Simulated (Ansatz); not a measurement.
# How well the gap of P2Ir (P2_1/c) can be computed

Aim: a best estimate of the quasiparticle gap of P2Ir (P2_1/c), with each correction and its cost laid out.

Method: density functionals, hybrids, G0W0, plane waves, PAW, in Ansatz 0.2.0.

### Step 1. Set-up

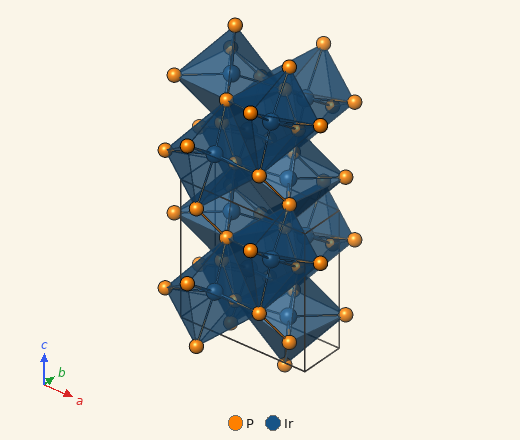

Start, viewed slightly off an axis; phosphorus orange, iridium blue. 1×1×2 cells are drawn. Some periodic images of atoms are drawn too.

The cell and positions are those that the Materials Project relaxed with its own functionals (PBE, PBE+U or r2SCAN), kept fixed. At the settings of the band run the largest force is still 0.26 eV/Å. Spin-orbit coupling is left out unless a step names it. The default PAW set here is soft_2. Its files were made with PBE.

### Step 2. LDA bands

Levels along a band path, at the cheap level, show where the edges lie and whether the meshes to come will hold them.

This step: DFT, LDA, plane waves, PAW.

input.yaml

```yaml
crystal:
  lattice:
    - [5.7723350975, 0.0, 0.0]
    - [0.0, 5.80673151, 0.0]
    - [-2.1284997265, 0.0, 5.4731408836]
  atoms:
    - { symbol: P, position: [0.1580067, 0.88188186, 0.87028772] }
    - { symbol: P, position: [0.8419933, 0.38188186, 0.62971228] }
    - { symbol: P, position: [0.8419933, 0.11811814, 0.12971228] }
    - { symbol: P, position: [0.1580067, 0.61811814, 0.37028772] }
    - { symbol: P, position: [0.33432299, 0.37720527, 0.18854639] }
    - { symbol: P, position: [0.66567701, 0.87720527, 0.31145361] }
    - { symbol: P, position: [0.66567701, 0.62279473, 0.81145361] }
    - { symbol: P, position: [0.33432299, 0.12279473, 0.68854639] }
    - { symbol: Ir, position: [0.27186641, 0.49883041, 0.79157869] }
    - { symbol: Ir, position: [0.72813359, 0.99883041, 0.70842131] }
    - { symbol: Ir, position: [0.72813359, 0.50116959, 0.20842131] }
    - { symbol: Ir, position: [0.27186641, 0.00116959, 0.29157869] }
kpoints:
  mp_grid: { grid: [4, 4, 4] }
  band_path:
    path:
      - [0.0, 0.0, 0.0]
      - [0.0, 0.5, 0.0]
      - [0.0, 0.5, 0.5]
      - [0.0, 0.0, 0.5]
      - [0.0, 0.0, 0.0]
      - [-0.5, 0.0, 0.5]
      - [-0.5, 0.5, 0.5]
      - [0.0, 0.5, 0.0]
      - [-0.5, 0.5, 0.0]
      - [-0.5, 0.0, 0.0]
      - [0.0, 0.0, 0.0]
    npoints: 10
hamiltonian:
  xc: lda
scf:
  occupations: { method: fermi_dirac, width: 0.02 }
  n_extra_bands: 8
output:
  eigenvalues: true
  forces: true
  stress: true
```

On the command line:

```sh
$ ansatz run input.yaml --threads 24 --pin off --max-ram 82944MiB --backend cuda --events-out ev --progress --plain --runs-dir out --devices 1 --max-vram 78GiB
```

Numbers of over 12 decimals in the logs are rounded to 6 here.

Output:

```text
scf.n_extra_bands = 8 over 54 filled bands (N_el = 108.0): the run solves 62 bands
GPUs: using 1 of 1 available (devices: 1).
Engine: ansatz 0.2.0, aarch64-unknown-linux-gnu
Pseudopotentials: kind: paw
Pseudopotential: P, paw, valence charge 5, recommended cutoff 420 eV (normal), P.paw.azcp
Pseudopotential: Ir, paw, valence charge 17, recommended cutoff 420 eV (normal), Ir.paw.azcp
Functional definition: SPW92
  exchange = slater_x
  correlation = pw_c
device memory: the entry about to start is reckoned to put 4.0 GiB on a device that reports 111.4 GiB free (of which the cap on the GPU budget leaves the run 78.0 GiB)
GPU FFT provider: cuFFT
GPU libraries: cuBLAS 13.8.1, cuFFT 12.4.0, cuSOLVER 12.3.2
GPU matrix products: emulated (plane waves: as basis.precision tells), large ones in fixed point in workspaces of 1.00 GiB
Crystal: 12 atoms, lattice volume = 183.451 Å³
Basis set: ecut = 420 eV, 3599 PW (Γ)
Bands: 62, of which v1, the nominal top of the filled ones, is band 54 counted from 1 (53 counted from 0)
Symmetry: 4 space group operations
Space group: P21/c (ITA 14), of the structure as read, at distance tolerance 5.7e-5 Å
k-points: 30 of 64
Non-local potential: P, projectors of the file, l = 0: 2, l = 1: 2, l = 2: 2
Non-local potential: Ir, projectors of the file, l = 0: 3, l = 1: 2, l = 2: 2, l = 3: 1
PAW form: soft (Blöchl's): semilocal exchange-correlation on the pseudo side does not see the compensation charge
PAW frozen core: P, regenerated for the run's functional, and the local potential with it (the file was generated under x = pbe(κ = 0.804, μ = 0.219515), c = pbe(β = 0.066725))
PAW frozen core: Ir, regenerated for the run's functional, and the local potential with it (the file was generated under x = pbe(κ = 0.804, μ = 0.219515), c = pbe(β = 0.066725))
PAW one-centre angular grid: P, 110 points (default); XC on 64 Gauss nodes
PAW one-centre angular grid: Ir, 590 points (default); XC on 64 Gauss nodes
Initial density: superposition of atomic densities (neutral atoms: chi_scale 0, normalization atom), corrected by the library's trained network
Initial wavefunctions: pseudopotential atomic-orbital guess
GPU buffer pool allocated for 64000 grid points (all kernels)
GPU transforms: local potential and band sums: pruned to the plane-wave sphere, on 40×40×40
Functional: x = slater, c = lda
SCF iter   1: F=—  HF=-52471.018320 eV  |F-HF|=—  |Δ(HF+E_count)|=         —  Δρ=6.84e-3  dr2=5.32e-2  ethr=1.77e-3  ⟨swp⟩=7.5  Hψ=7889  notcnv=0
preconditioner: auto → Resta (q_TF=auto, 2.498 Å⁻¹)  ε∞=10.6  [insulator: Δε(μ)=0.625 eV  Ē_g=7.704 eV  σ=0.020 eV  W_gap=1.00  n_scr=52 (ndim 8)  ℏωp=23.9 eV  f_vac=0.000  D(μ)=0.00/eV (n_scr^D=0)  ε∞_Penn≈10.6]
SCF iter   2: F=—  HF=-52471.008487 eV  |F-HF|=—  |Δ(HF+E_count)|=   9.83e-3  Δρ=3.80e-3  dr2=1.55e-2  ethr=4.93e-5  ⟨swp⟩=2.6  Hψ=2973  notcnv=0  defer=60
SCF iter   3: F=—  HF=-52471.005248 eV  |F-HF|=—  |Δ(HF+E_count)|=   3.24e-3  Δρ=4.14e-4  dr2=3.49e-4  ethr=1.43e-5  ⟨swp⟩=2.1  Hψ=3031  notcnv=0  defer=60
SCF iter   4: F=—  HF=-52471.004743 eV  |F-HF|=—  |Δ(HF+E_count)|=   5.05e-4  Δρ=1.28e-4  dr2=2.12e-5  ethr=3.23e-7  ⟨swp⟩=2.0  Hψ=2730  notcnv=0  defer=60
SCF iter   5: F=—  HF=-52471.004919 eV  |F-HF|=—  |Δ(HF+E_count)|=   1.77e-4  Δρ=2.15e-5  dr2=7.60e-7  ethr=1.96e-8  ⟨swp⟩=2.5  Hψ=2962  notcnv=0  defer=60
SCF iter   6: F=-52471.004919 eV  HF=-52471.004919 eV  |F-HF|=1.81e-8  |Δ(HF+E_count)|=   3.95e-8  Δρ=5.21e-6  dr2=5.96e-8  ethr=9.26e-11  ⟨swp⟩=10.6  Hψ=7723  notcnv=0
SCF 1 converged in 6 iterations: F = -52471.004919 eV  dr2 = 5.96e-8
[...]
concurrent solve slots: 21 of 24 are kept, ahead of what memory takes: no pass of the eigensolver takes more rounds on 21
device memory: the entry about to start is reckoned to put 12.1 GiB on a device that reports 111.4 GiB free (of which the cap on the GPU budget leaves the run 78.0 GiB)
NSCF: frozen V_eff on 101 k-points
SCF converged after 6 iterations
Free energy (F): -52471.004919 eV
Harris-Foulkes:  -52471.004919 eV  (|F-HF|=1.81e-8)
Internal energy: -52471.004919 eV  (E = F + TS)
E sigma→0 (E₀):  -52471.004919 eV
Fermi energy:    14.083144 eV
--- Per-component energies (eV) ---
  E_band       = -822.399189
  E_kinetic    = 3074.107925
  E_local      = -8179.793421  (includes V_loc(G=0)·N_el)
  E_nonlocal   = 591.715185
  E_hartree    = 3205.438081
  E_xc         = -1565.589556
  E_vxc        = -1700.397711  (∫ρ·V_xc dr)
  E_paw        = -40132.715833  (= ΣΔE_a)
  E_vpaw       = -1018.918922  (= ΣTr[D̂ρ^β])
  E_aug_tail   = 0.000227  (compensation charges beyond the density's cutoff)
  E_ewald      = -9466.752748
  E_core_change = 2.585221  (= ΣΔE_core)
  E_smearing   = -0.000000  (= −TS)
  E_closure    = -0.000000  (closes the sum)
  Σ components = -52471.004919   (vs F -52471.004919, Δ=0.00e0)
--- Forces (eV/Å), atoms counted from 1 ---
  atom   1  P     -0.15975170    -0.16662963     0.10208580
  atom   2  P      0.15975170    -0.16662963    -0.10208580
  atom   3  P      0.15975170     0.16662963    -0.10208580
  atom   4  P     -0.15975170     0.16662963     0.10208580
  atom   5  P      0.14839672    -0.18538043    -0.09339278
  atom   6  P     -0.14839672    -0.18538043     0.09339278
  atom   7  P     -0.14839672     0.18538043     0.09339278
  atom   8  P      0.14839672     0.18538043    -0.09339278
  atom   9  Ir     0.05530496     0.02427043     0.04494058
  atom  10  Ir    -0.05530496     0.02427043    -0.04494058
  atom  11  Ir    -0.05530496    -0.02427043    -0.04494058
  atom  12  Ir     0.05530496    -0.02427043     0.04494058
  max |Σ_I F_I| component: 6.25e-17 eV/Å
--- Stress (GPa, compression-positive) ---
       -6.077711       0.000000      -0.507685
        0.000000      -6.045819       0.000000
       -0.507685       0.000000      -6.210054
  P = ⅓ Tr σ = -6.1112 GPa (-61.112 kbar)
--- Band table (eV; the first three rows and the last of 30) ---
  k-point 0: bands = [... 50 lower, 11.7532, 12.1566, 12.3436, 12.4760, 14.3842, 15.1850, 16.1156, 16.5011, ... 4 higher]
  k-point 1: bands = [... 50 lower, 11.9313, 12.0072, 12.5784, 12.9211, 14.6599, 15.1509, 16.1093, 16.2192, ... 4 higher]
  k-point 2: bands = [... 50 lower, 11.9370, 11.9370, 13.3082, 13.3082, 15.1219, 15.1219, 15.8258, 15.8258, ... 4 higher]
  k-point 29: bands = [... 50 lower, 12.9944, 12.9944, 13.7679, 13.7679, 15.3879, 15.3879, 16.1485, 16.1485, ... 4 higher]
```

Run time: 1.9 s. Hardware: 1 × NVIDIA GB200 (shared by 2 runs) with 24 threads of Arm Neoverse V2, shared host; peak memory 1.1 GiB; 8.4 s of CPU time.

In the SCF lines HF is the Harris–Foulkes energy and dr2 the Hartree energy of the density residual, in eV; the loop may stop once dr2 is under the threshold and the program's other checks hold. Hψ counts applications of the Hamiltonian.

This step gave:

| Property | Result |
| --- | --- |
| pressure | -6.111 GPa |
| filled bands | 54 |
| gap | 0.6163 eV |
| valence top at | E |
| conduction bottom at | Γ |
| least direct gap | 1.526 eV |

The gap is indirect, with the least direct gap 0.91 eV higher. The pressure of -6 GPa says that this functional would shrink the cell; it is kept.

The electronic bands at the labelled points (eV, zero at the top of the highest nominally filled band):

```
point  band 51  band 52  band 53  band 54  band 55  band 56  band 57  band 58
    Γ    -2.01    -1.61    -1.42    -1.29     0.62     1.42     2.35     2.73
    Z    -1.09    -1.09    -0.55    -0.55     1.28     1.28     2.59     2.59
    D    -1.19    -1.19    -0.12    -0.12     1.41     1.41     2.09     2.09
    B    -1.83    -1.83    -0.46    -0.46     1.35     1.35     2.06     2.06
    Γ    -2.01    -1.61    -1.42    -1.29     0.62     1.42     2.35     2.73
    A    -0.86    -0.86    -0.74    -0.74     2.35     2.35     2.41     2.41
    E    -0.77    -0.77     0.00     0.00     1.62     1.62     2.38     2.38
    Z    -1.09    -1.09    -0.55    -0.55     1.28     1.28     2.59     2.59
   C2    -0.97    -0.97    -0.22    -0.22     1.63     1.63     1.86     1.86
   Y2    -1.62    -1.55    -0.30    -0.07     1.47     1.77     2.10     2.26
    Γ    -2.01    -1.61    -1.42    -1.29     0.62     1.42     2.35     2.73
```

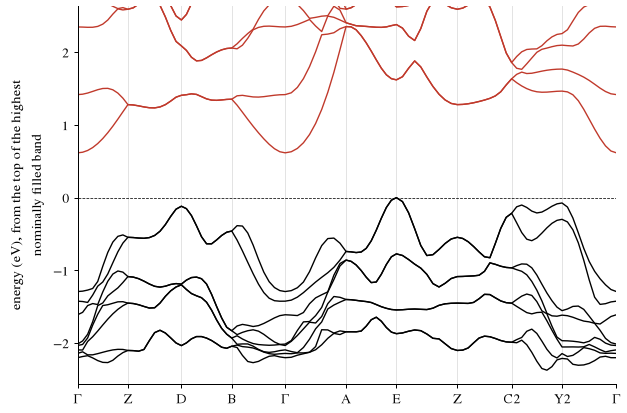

Electronic bands along the path; lines of filled and empty bands in two colours.

### Step 3. LDA+SOC

Spin-orbit coupling can split or shift the edges; a non-collinear run measures by how much.

This step: DFT, LDA with spin-orbit coupling, plane waves, PAW.

input.yaml: that of step 2 with these lines changed.

```diff
@@ -26,10 +26,7 @@
       - [0.0, 0.0, 0.5]
-      - [0.0, 0.0, 0.0]
       - [-0.5, 0.0, 0.5]
       - [-0.5, 0.5, 0.5]
-      - [0.0, 0.5, 0.0]
       - [-0.5, 0.5, 0.0]
       - [-0.5, 0.0, 0.0]
-      - [0.0, 0.0, 0.0]
-    npoints: 10
+    npoints: 1
 hamiltonian:
@@ -38,3 +35,6 @@
   occupations: { method: fermi_dirac, width: 0.02 }
-  n_extra_bands: 8
+  n_extra_bands: 16
+magnetization:
+  noncollinear: true
+  spin_orbit: true
 output:
```

Output:

```text
[...]
GPUs: using 1 of 1 available (devices: 1).
[...]
non-collinear run that drives no moment, with spin-orbit: no starting moment large enough to seed its density (crystal.atoms[].spin), no starting occupations that ask for one, no magnetisation constraint and no magnetic field, so the semilocal B_xc is pinned to zero
[...]
Crystal: 12 atoms, lattice volume = 183.451 Å³
Basis set: ecut = 420 eV, 3599 PW (Γ)
[...]
SCF iter   5: F=—  HF=-52593.389673 eV  |F-HF|=—  |Δ(HF+E_count)|=   3.09e-4  Δρ=4.64e-4  dr2=4.86e-4  dr2_m=0.00e0 (ungated)  ethr=6.04e-6  |M|=0.00e0 ∫|m|=0.00e0 μB  |m|>n=0.0e0 m-floor=0.0e0 τ_xc=0.0e0  β_m=0.91  ⟨swp⟩=2.0  Hψ=2856  notcnv=0  defer=288
[...]
SCF 1 converged in 8 iterations: F = -52593.387616 eV  dr2 = 2.97e-8
[...]
SCF converged after 8 iterations
[...]
```

Wall time 1.8 s (1 × NVIDIA GB200 (shared by 2 runs) with 24 threads); peak memory 1.4 GiB.

This step gave:

```
pressure             : -6.098 GPa
gap                  : 0.6147 eV
valence top at       : E
conduction bottom at : Γ
least direct gap     : 1.421 eV
```

The gap is that of LDA.

### Step 4. r2SCAN

r2SCAN sits between gradient functionals and hybrids in what it does to gaps, at little more than semilocal cost.

This step: DFT, r2SCAN, plane waves, PAW.

input.yaml: that of step 3 with these lines changed.

```diff
@@ -32,9 +32,6 @@
 hamiltonian:
-  xc: lda
+  xc: r2scan
 scf:
-  occupations: { method: fermi_dirac, width: 0.02 }
-  n_extra_bands: 16
-magnetization:
-  noncollinear: true
-  spin_orbit: true
+  occupations: { method: fixed }
+  n_extra_bands: 8
 output:
```

Output:

```text
[...]
GPUs: using 1 of 1 available (devices: 1).
[...]
GPU FFT provider: cuFFT
GPU libraries: cuBLAS 13.8.1, cuFFT 12.4.0, cuSOLVER 12.3.2
[...]
Crystal: 12 atoms, lattice volume = 183.451 Å³
Basis set: ecut = 500 eV, 4651 PW (Γ), exchange–correlation on 180×180×180 points (64 copies of the dense FFT grid, shifted against one another)
[...]
k-point 0: bands = [... 50 lower, 11.7488, 12.1601, 12.4151, 12.5329, 14.5892, 15.4104, 16.5061, 16.8879, ... 4 higher]
  k-point 1: bands = [... 50 lower, 11.9348, 12.0309, 12.6333, 12.9802, 14.8950, 15.4052, 16.4959, 16.6133, ... 4 higher]
  k-point 2: bands = [... 50 lower, 11.9581, 11.9581, 13.3692, 13.3692, 15.3941, 15.3941, 16.2066, 16.2066, ... 4 higher]
  k-point 29: bands = [... 50 lower, 13.0481, 13.0481, 13.8724, 13.8724, 15.7883, 15.7883, 16.4476, 16.4476, ... 4 higher]
[key lines of the parts left out:]
SCF converged after 7 iterations
Free energy (F): -53878.151527 eV
Fermi energy:    13.872385 eV
P = ⅓ Tr σ = -0.3527 GPa (-3.527 kbar)
```

Wall time 1.6 s (1 × NVIDIA GB200 (shared by 2 runs) with 24 threads); peak memory 1.2 GiB; 4.2 s of CPU time.

Numbers from this step:

```yaml
pressure: -0.3527 GPa
gap: 0.7169 eV
valence_top_at: E
conduction_bottom_at: Γ
least_direct_gap: 1.709 eV
```

The gap stands +0.10 eV against LDA.

### Step 5. HSE06

The screened hybrid is the usual rung above semilocal functionals: a quarter of exact exchange, cut off beyond a few ångström.

This step: DFT, HSE06, plane waves, PAW.

input.yaml: that of step 4 with these lines changed.

```diff
@@ -32,3 +32,3 @@
 hamiltonian:
-  xc: r2scan
+  xc: hse06
 scf:
@@ -38,3 +38 @@
   eigenvalues: true
-  forces: true
-  stress: true
```

Output:

```text
[...]
GPUs: using 1 of 1 available (devices: 1).
[...]
davidson cushion auto → on  (no smearing: the cushion is to keep the highest requested band from converging to the state above it; pin scf.eigensolver.cushion to override)
[...]
Crystal: 12 atoms, lattice volume = 183.451 Å³
Basis set: ecut = 420 eV, 3599 PW (Γ)
Bands: 62, of which v1, the nominal top of the filled ones, is band 54 counted from 1 (53 counted from 0)
[...]
Fermi energy:    13.616611 eV
[...]
--- Band table (eV; the first three rows and the last of 30) ---
  k-point 0: bands = [... 50 lower, 11.2504, 11.5480, 11.9416, 12.0867, 14.7509, 15.6644, 16.6982, 17.1106, ... 4 higher]
  k-point 1: bands = [... 50 lower, 11.3299, 11.5488, 12.1711, 12.6262, 15.0323, 15.6142, 16.6972, 16.8397, ... 4 higher]
  k-point 2: bands = [... 50 lower, 11.5588, 11.5588, 13.0079, 13.0079, 15.5429, 15.5429, 16.4312, 16.4312, ... 4 higher]
  k-point 29: bands = [... 50 lower, 12.7037, 12.7037, 13.6166, 13.6166, 15.9874, 15.9874, 16.6994, 16.6994, ... 4 higher]
[key lines of the parts left out:]
Free energy (F): -53807.692384 eV
```

Wall time 12 s (1 × NVIDIA GB200 (shared by 2 runs) with 24 threads); peak memory 2.1 GiB.

Numbers from this step:

| Item | Value |
| --- | --- |
| gap | 1.134 eV |
| valence top at | E |
| conduction bottom at | Γ |
| least direct gap | 2.174 eV |

The gap stands +0.52 eV against LDA.

### Step 6. PBE0

PBE0 differs from HSE06 by long-range exchange, so the pair shows what that tail is worth.

This step: DFT, PBE0, plane waves, PAW.

input.yaml: that of step 5 with these lines changed.

```diff
@@ -32,3 +32,3 @@
 hamiltonian:
-  xc: hse06
+  xc: pbe0
 scf:
```

Output:

```text
[...]
GPUs: using 1 of 1 available (devices: 1).
[...]
Crystal: 12 atoms, lattice volume = 183.451 Å³
Basis set: ecut = 420 eV, 3599 PW (Γ)
Bands: 62, of which v1, the nominal top of the filled ones, is band 54 counted from 1 (53 counted from 0)
Symmetry: 4 space group operations
[...]
k-points: 30 of 64
[...]
Fermi energy:    13.303690 eV
[...]
--- Band table (eV; the first three rows and the last of 30) ---
  k-point 0: bands = [... 50 lower, 10.8740, 11.1661, 11.5846, 11.7126, 15.0887, 16.0135, 17.0619, 17.4795, ... 4 higher]
  k-point 1: bands = [... 50 lower, 10.9409, 11.1810, 11.8057, 12.2775, 15.3761, 15.9590, 17.0599, 17.2038, ... 4 higher]
  k-point 2: bands = [... 50 lower, 11.1989, 11.1989, 12.6666, 12.6666, 15.8900, 15.8900, 16.7890, 16.7890, ... 4 higher]
  k-point 29: bands = [... 50 lower, 12.3587, 12.3587, 13.3037, 13.3037, 16.3254, 16.3254, 17.0629, 17.0629, ... 4 higher]
[key lines of the parts left out:]
Free energy (F): -53798.230706 eV
```

Elapsed: 13 s, on 1 × NVIDIA GB200 (shared by 2 runs) with 24 threads; peak memory 2.1 GiB; 1.9 min of CPU time.

This step gave:

| Item | Value |
| --- | --- |
| gap | 1.785 eV |
| valence top at | E |
| conduction bottom at | Γ |
| least direct gap | 2.846 eV |

The gap stands +1.17 eV against LDA.

[end of part 1 of 3]

[Paths, hosts, dates, memory and timing lines, banners, echoed tables and standing remarks are left out of the program output.]

[Logs are printed without paths, hosts, clocks, repeated set-up lines and the standing remarks that a program may print on its own settings, such as how far it seeks lower states.]

[Runs of the session that timed out or met a known fault of the program may be left out.]

[Cells called generated may have been cut or substituted from an entry of the Crystallography Open Database or the Materials Project.]

[Hosts, paths, dates, database ids (printed as entryN), source tags and the programs' standing remarks are cut or masked in the printed files.]
